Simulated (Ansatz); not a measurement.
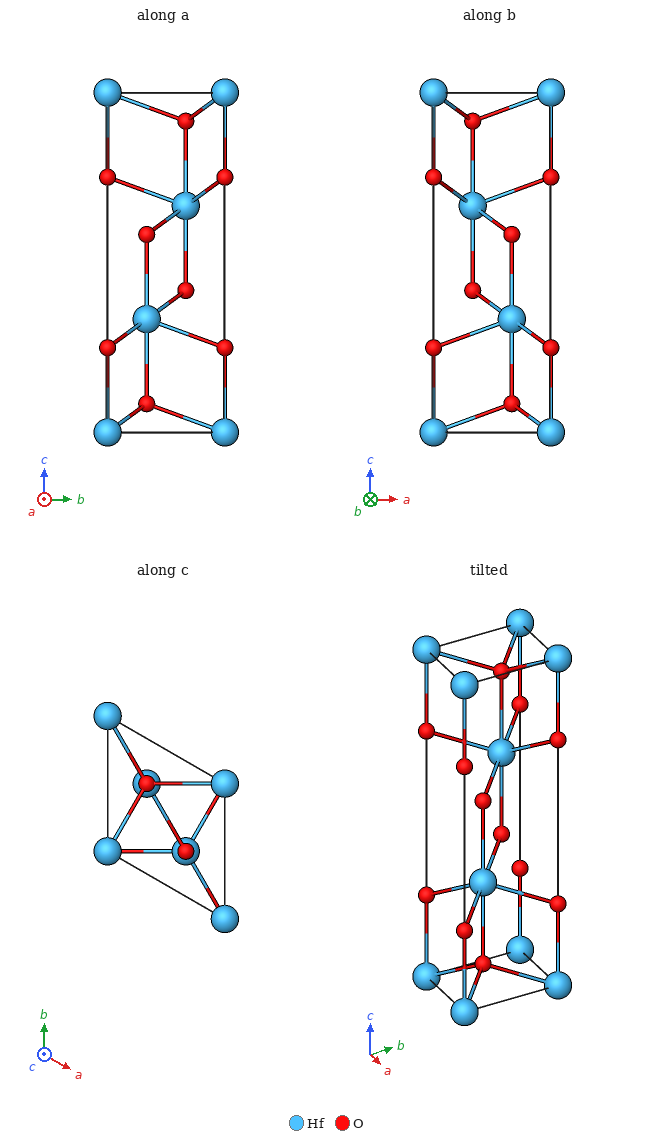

We look at a ball-and-stick model of the crystal along the a axis, along the b axis, along the c axis and slightly off an axis. Lines trace the edges of the conventional unit cell.

Lattice parameters: a = 3.577 Å, b = 3.577 Å, c = 8.980 Å, α = 90.00°, β = 90.00°, γ = 120.00°. Put a along x and b in the xy plane.

Write down what is shown as a POSCAR file, with free fractional coordinates to two decimals.

Answer.
```
Hf O
1.0
     3.577    0.000    0.000
    -1.788    3.098    0.000
     0.000    0.000    8.980
Hf O
3 6
Direct
  0.00 0.00 0.00
  0.6667 0.3333 0.3333
  0.3333 0.6667 0.6667
  0.3333 0.6667 0.92
  0.00 0.00 0.75
  0.00 0.00 0.25
  0.6667 0.3333 0.08
  0.6667 0.3333 0.58
  0.3333 0.6667 0.42
```

It goes back to a structure type filled with these elements by a generator (whether the compound takes this form wasn't checked). The cell was then strained or its atoms displaced on purpose. It was run through Ansatz as a DFT input.

At this level of theory the cell isn't at rest (stretched, at -6 GPa), so its distances can differ from those at equilibrium, the more so the softer the solid.
